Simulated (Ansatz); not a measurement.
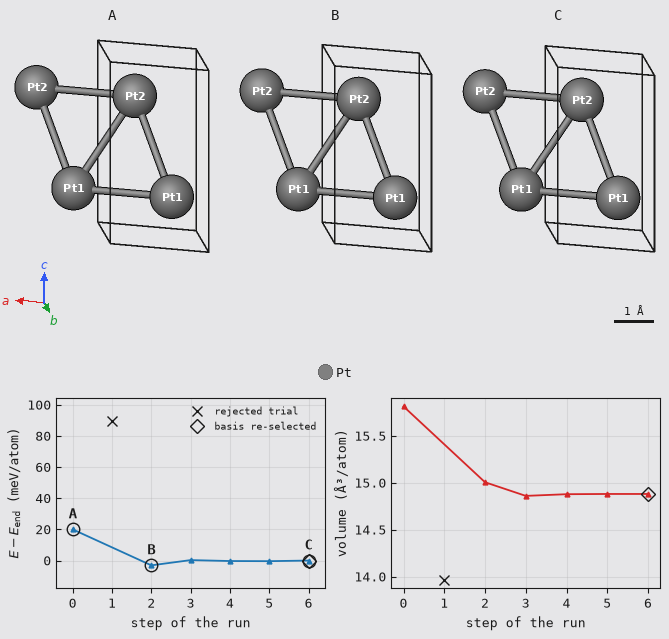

Frames of a relaxation of crystalline Pt (set up in P6_3/mmc), marked on the history of the run. A ball-and-stick model of the cell of the calculation, repeated 2 × 1 × 1 with one cell outlined, seen from a free direction.

The run lets cell and atoms move.

Computed with Ansatz, Kohn-Sham DFT of a periodic cell, PBEsol, Ansatz PAW.

The input:
```yaml
crystal:
  lattice:
    - [2.7606656158, 0.0, 0.0]
    - [-1.3803328079, 2.3908065546, 0.0]
    - [0.0, 0.0, 4.792134]
  atoms:
    - { symbol: Pt, position: [0.3333333333, 0.6666666667, 0.25] }
    - { symbol: Pt, position: [0.6666666667, 0.3333333333, 0.75] }
hamiltonian:
  xc: pbesol
  pseudopotentials: { kind: paw }
kpoints:
  mp_grid: { grid: [11, 11, 6] }
scf:
  occupations: { method: fermi_dirac, width: 0.05 }
output:
  forces: true
  stress: true
  eigenvalues: true
relax:
  f_tol: 0.01
  max_steps: 40
  cell: { stress_tol: 0.05, p_target: 5.0 }
```

Launched with:
```bash
ansatz run input.yaml --threads 2 --pin off --max-ram 5632MiB --backend cpu --events-out ev --progress --plain --runs-dir out
```

What happens along the run?

Answer. The atoms keep their places relative to the cell (all moves are under 0.005 Å). Cell: a = b 2.761 → 2.718 Å (−1.5 %), c 4.792 → 4.650 Å (−3.0 %). Volume −5.9 %. Near-neighbour distances that change, for instance: Pt1–Pt2 2.878 → 2.805 Å, Pt1–Pt1 2.761 → 2.718 Å. The space group stays P6_3/mmc (No. 194). The energy falls by 20.0 meV per atom in 4 accepted moves (6 points after the start). With the target pressure of 5 GPa, the enthalpy E + pV changes by −49.1 meV per atom. All forces vanish by symmetry, so only the cell relaxes. Pressure: −10.64 GPa at the start and 5.02 GPa at the end. The line search rejected the trial step at point 1 of the run. The SCF was repeated once at an unchanged geometry on a basis and grid sized afresh for the cell, which shifted the energy by 0.4 meV per atom at most. Cost: 7.2 s on 2 threads of Intel(R) Xeon(R) Platinum 8375C CPU @ 2.90GHz (Ice Lake), with other jobs on the host, peak memory 0.39 GiB. From step 0 to 2: volume −5.1 %, energy −23.1 meV per atom. From step 2 to 6: volume −0.8 %, energy +3.1 meV per atom.

| step | E − E(0), meV/atom | pressure, GPa | volume, Å³/atom | note |
| --- | --- | --- | --- | --- |
| 0 | 0.00 | -10.64 | 15.815 |  |
| 1 | 69.69 | 28.13 | 13.967 | rejected |
| 2 | -23.10 | 2.62 | 15.007 |  |
| 3 | -19.72 | 5.46 | 14.861 |  |
| 4 | -20.32 | 5.07 | 14.879 |  |
| 5 | -20.41 | 5.00 | 14.882 |  |
| 6 | -20.02 | 5.02 | 14.882 | same geometry, new basis |
